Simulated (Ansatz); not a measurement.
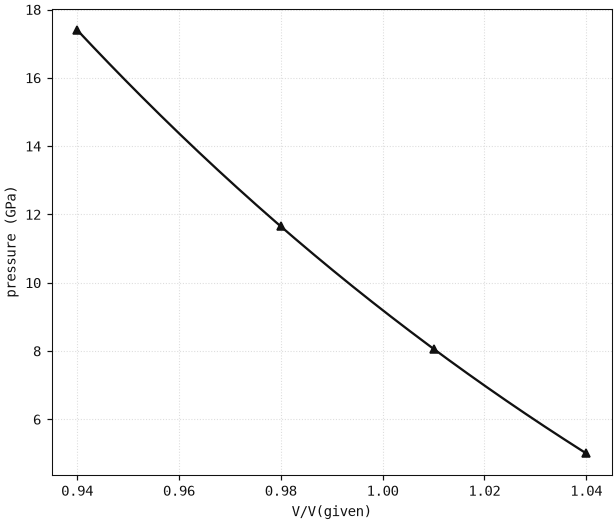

Plotted: pressure against V/V(given) for SnS₂, space group P-3m1 (No. 164).

Structure:
```yaml
crystal:
  lattice:
    - [3.59830, 0.00000, 0.00000]
    - [-1.79920, 3.11620, 0.00000]
    - [0.00000, 0.00000, 5.49400]
  atoms:
    - { symbol: Sn, position: [0.00000, 0.00000, 0.00000] }
    - { symbol: S, position: [0.66667, 0.33333, 0.26390] }
    - { symbol: S, position: [0.33333, 0.66667, 0.73610] }
```

Method: periodic Kohn-Sham DFT of a crystal at fixed atoms, scaled to the stated factor times the given cell; pressure positive in compression (Ansatz 0.2.0). Level: PBE.

```csv
setting,value
method,all-electron PAW
relativity,scalar
k mesh,10×10×6
occupations,Fermi–Dirac
smearing width,0.01 eV
nucleus,Gaussian
```

V(given) is 20.53 Å³/atom.

From this curve and the settings, what does the calculation give for the largest field gradient Vzz at the same points?

The largest field gradient Vzz rises from −4.413 1e21 V/m² at V/V(given) 0.94 to −4.326 1e21 V/m² at 1.04.

```
V/V(given)  largest field gradient Vzz (1e21 V/m²)
      0.94                                  -4.413
      0.98                                  -4.386
      1.01                                  -4.359
      1.04                                  -4.326
```

Limits of the calculation: field gradient without spin-orbit coupling on heavy atoms; the volumes run don't bracket the minimum of the energy, so any equilibrium value is extrapolated; shape and atomic fractions are frozen while scaling, which makes layered, chain and framework solids too stiff.
